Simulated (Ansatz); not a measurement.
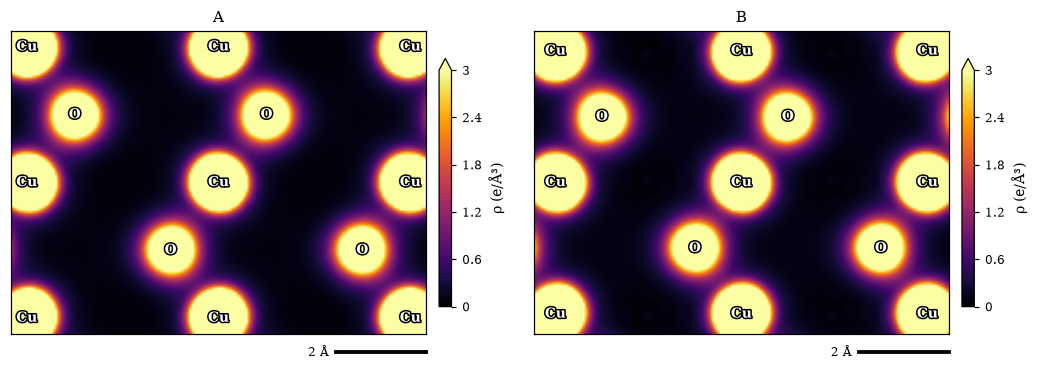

Cu$_{2}$O. The valence electron density of two cells that differ in size, on the (11̄0) plane of each (indices in the axes of the calculation cell), at one length scale and on one colour scale; one has 11.6 and the other 12.8 Å³ an atom.

Level of theory: DFT, r2SCAN, plane waves, PAW (Ansatz 0.2.0).

Core electrons are frozen (PAW), and the valence fields are smoothed inside the atomic spheres.

The larger cell:

```
Cu O
1.0
     4.24608    0.00000    0.00000
     0.00000    4.24608    0.00000
     0.00000    0.00000    4.24608
Cu O
4 2
Direct
  0.25000 0.25000 0.75000
  0.75000 0.25000 0.25000
  0.25000 0.75000 0.25000
  0.75000 0.75000 0.75000
  0.50000 0.50000 0.50000
  0.00000 0.00000 0.00000
```

The smaller cell: a = 4.119 Å, b = 4.119 Å, c = 4.119 Å, α = 90.00°, β = 90.00°, γ = 90.00°.

### Which panel shows the smaller cell, and what does the compression change?

Panel B is the smaller cell, by 9 % in volume. From the larger cell to the smaller, Cu–O goes from 1.84 to 1.78 Å, and the density at its midpoint from 0.83 to 0.96 e/Å³; the pressure goes from 0.0 to 14 GPa; the Kohn–Sham gap goes from 0.79 eV to 1.0 eV.
